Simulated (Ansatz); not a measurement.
The structure in question:

```
Si W
1.0
     6.58244    0.00000    0.00000
     0.00000    6.58244    0.00000
     0.00000    0.00000    3.27491
Si W
4 6
Direct
  0.13408 0.63408 0.00000
  0.86592 0.36592 0.00000
  0.63408 0.86592 0.00000
  0.36592 0.13408 0.00000
  0.50000 0.50000 0.00000
  0.00000 0.00000 0.00000
  0.65986 0.15986 0.50000
  0.34014 0.84014 0.50000
  0.15986 0.34014 0.50000
  0.84014 0.65986 0.50000
```

### Characterise the structure given above.

The material is Si₂W₃. Space group P4/mbm (No. 127), lattice primitive tetragonal. Atoms per cell: 10 (4 Si, 6 W). Neighbours within bonding distance: Si 9 and W 11 to 12 (mean 11.3). Not all metal-metal contacts are counted.

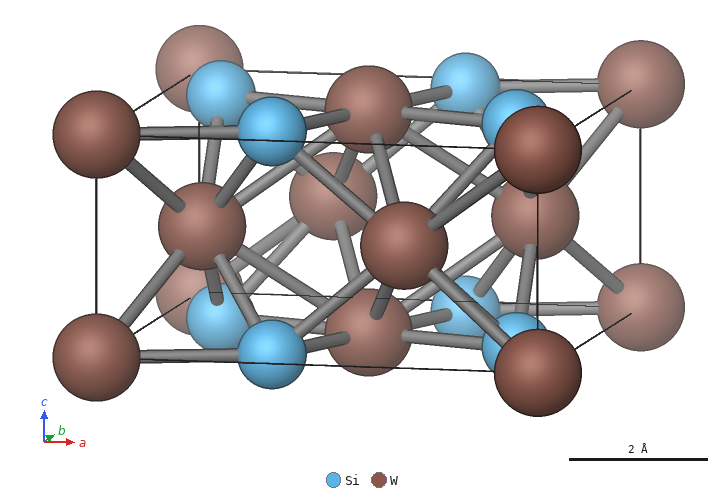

Structure drawing (ball-and-stick), viewed slightly off an axis. One conventional unit cell is framed, with atoms on its boundary repeated.

It derives from a structure listed in the Materials Project. Earlier steps of the study may have refined or changed the cell and positions. It was the input of a calculation with Ansatz.
